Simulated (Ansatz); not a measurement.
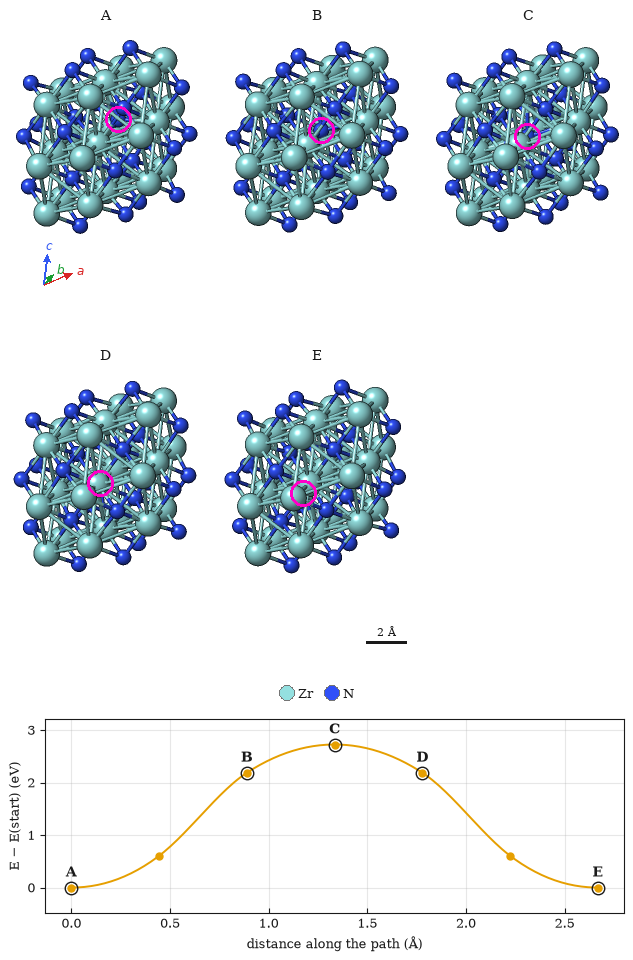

NEB run on a defect cell of composition Zr8N9 (17 atoms in the cell). Images are numbered from 0 (start) to 6 (end). Frames A to E are images 0, 2, 3, 4, 6. A ball-and-stick model of the atoms within 5.3 Å of the middle of the path, seen slightly off an axis. The moving atom is ringed, with any periodic copies. Bonds to atoms that aren't drawn are left out.

The calculation used DFT PBE, scalar-relativistic, plane waves, PAW in Ansatz. Run with plane-wave cutoff 420 eV; k-point mesh 4 × 4 × 4; Gaussian smearing 0.1 eV; 5 movable images; climbing image.

Question: Read off the barrier and say what moves.

Answer: The barrier is about 2.72 eV in both directions, with image 3 at the top; the ends have the same energy. An N atom travels furthest, 2.29 Å from end to end, along [−1 1 −1], on a straight line. At the highest image its nearest neighbour (N) is 1.83 Å away, against 2.00 Å at the start, and the surrounding atoms stand up to 0.28 Å off the mean of their end positions. The band converged in 6 iterations. The largest component of the band force went from 12 to 0.025 eV/Å. The climbing image converged on the top of the path. Its curvatures weren't checked.

Limits of the set-up: the cell has an odd number of electrons but was run without spin polarisation; the periodic images lie only 6.5 Å apart, so the values are limited by the cell's size.
